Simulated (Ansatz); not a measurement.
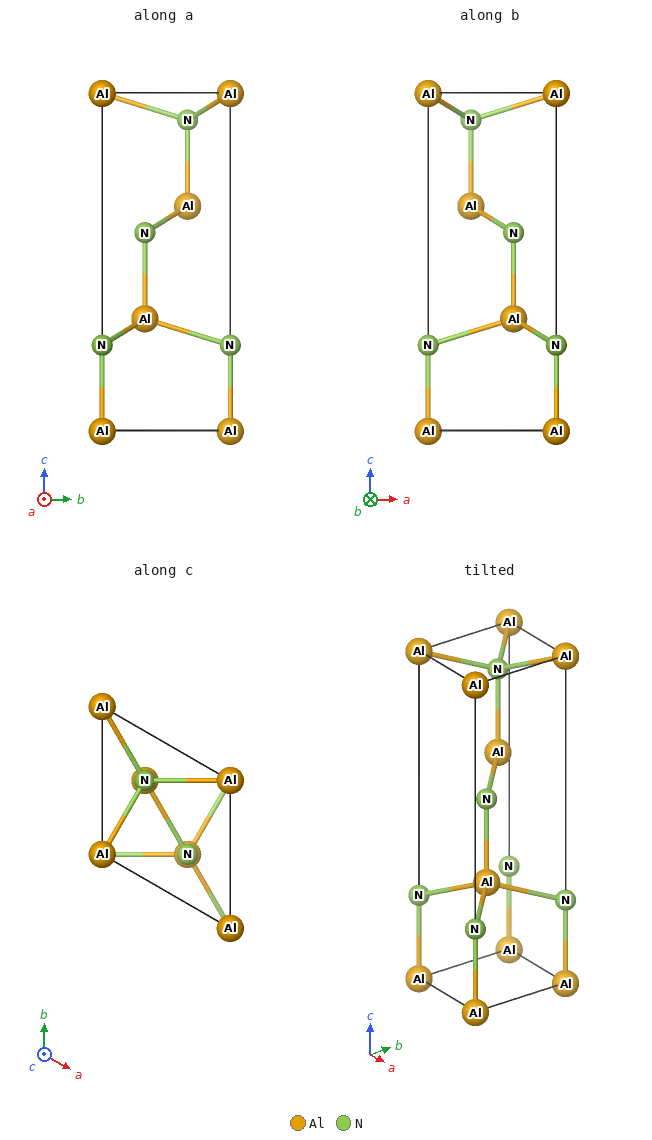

An orthographic ball-and-stick view of the structure, along the a axis, along the b axis, along the c axis and slightly off an axis. The edges of the conventional unit cell are marked.

Lattice parameters: a = 3.2561 Å, b = 3.2561 Å, c = 7.4378 Å, α = 90.000°, β = 90.000°, γ = 120.000°.

Question: Write down what is shown as a CIF with its space group and independent sites, with free fractional coordinates to two decimals.

Answer:
```cif
data_structure
_symmetry_space_group_name_H-M 'R 3 m :H'
_symmetry_Int_Tables_number 160
_cell_length_a 3.2561
_cell_length_b 3.2561
_cell_length_c 7.4378
_cell_angle_alpha 90.000
_cell_angle_beta 90.000
_cell_angle_gamma 120.000
_cell_volume 68.29
loop_
_atom_site_label
_atom_site_type_symbol
_atom_site_symmetry_multiplicity
_atom_site_Wyckoff_symbol
_atom_site_fract_x
_atom_site_fract_y
_atom_site_fract_z
_atom_site_occupancy
Al1 Al 3 a 0.3333 0.6667 0.66 1
N1 N 3 a 0.3333 0.6667 0.92 1
```

The structure was taken from a structure type filled with these elements by a generator (whether the compound takes this form wasn't checked). The cell was then strained or its atoms displaced on purpose. A calculation with Ansatz used it as input.

At this level of theory the cell isn't at rest (stretched, at -15 GPa), so its distances can differ from those at equilibrium, the more so the softer the solid.
